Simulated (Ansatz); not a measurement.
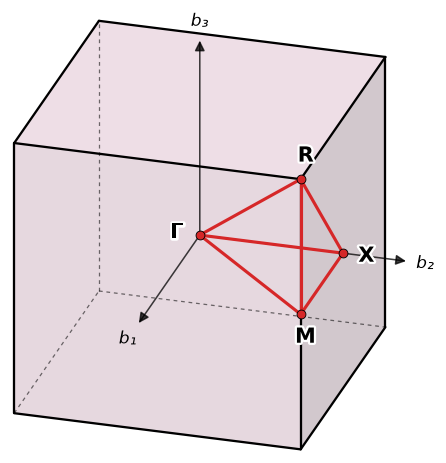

The figure shows the first Brillouin zone with its special points and a band path. Crystal: BaTiO3, the geometry relaxed with Ansatz 0.2.0, DFT, PAW plane waves, r2scan+U. Geometry calculated from the standardised cell; symmetry tolerance 0.002 Å.

Labels and path follow the convention of Hinuma et al. (2017), as computed by seekpath; the arrows show the directions of the reciprocal primitive vectors b₁, b₂, b₃.

Q: Name the Bravais lattice of the crystal.

A: A simple cubic lattice (cP; extended symbol cP2). The zone is a cube: 6 faces (6 with 4 edges), 12 edges, 8 vertices.

Q: In which order does the conventional band path visit the special points?

A: Γ–X–M–Γ–R–X | R–M
